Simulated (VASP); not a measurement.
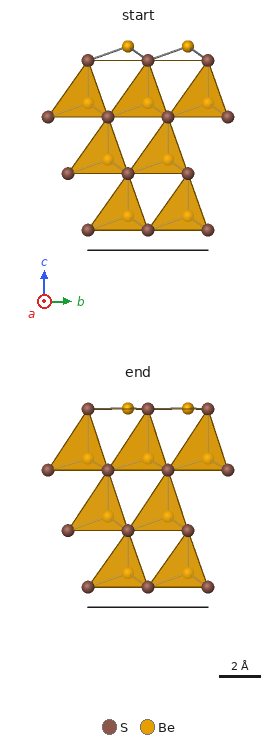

The structure of a slab of composition BeS before (top) and after (bottom) a relaxation, at one scale.

A polyhedral model of the 2 × 2 repeat of the cell, outlined in the plane, without the vacuum, seen along the a axis.

The run lets the atoms move in a fixed cell. 4 atoms are held fixed.

Level of theory: Kohn-Sham DFT of a periodic cell, RPBE, VASP PAW PBE potentials, recommended in VASP 6.6.1.

Input file:
```
SYSTEM = BeS
PREC = Accurate
ENCUT = 520
EDIFF = 1E-6
ISMEAR = 0
SIGMA = 0.05
LREAL = .False.
LASPH = .True.
NELM = 100
ALGO = Fast
ISIF = 2
LWAVE = .False.
LCHARG = .False.
LDIPOL = .True.
IDIPOL = 3
DIPOL = 0.5 0.5 0.500
GGA = RP
IBRION = 2
NSW = 60
EDIFFG = -0.005
```

Command:
```bash
cat potpaw_PBE.64/S/POTCAR potpaw_PBE.64/Be/POTCAR > POTCAR
mpirun -np 1 vasp_std > vasp.out
```

**Summarise the run.**

The run was cut off at its time limit before the relaxation converged, so the last structure is only a point on the way. The energy falls by 0.327 eV per cell of the calculation in 15 geometry steps. The largest force component goes from 1.4 to 1.6 eV/Å. The largest move is that of an S atom, 0.42 Å along the normal (+c). Largest moves by element: S 0.42 Å, Be 0.25 Å. The cell doesn't change. Near-neighbour distances that change, for instance: Be–S 2.100 → 2.450 Å, Be–S 2.100 → 2.295 Å, Be–S 2.100 → 1.980 Å, Be–S 2.100 → 2.062 Å. Bond angles that change, for instance: Be–S–Be 109.5° → 90.7°, S–Be–S 109.5° → 120.0°, Be–S–Be 109.5° → 120.0°.
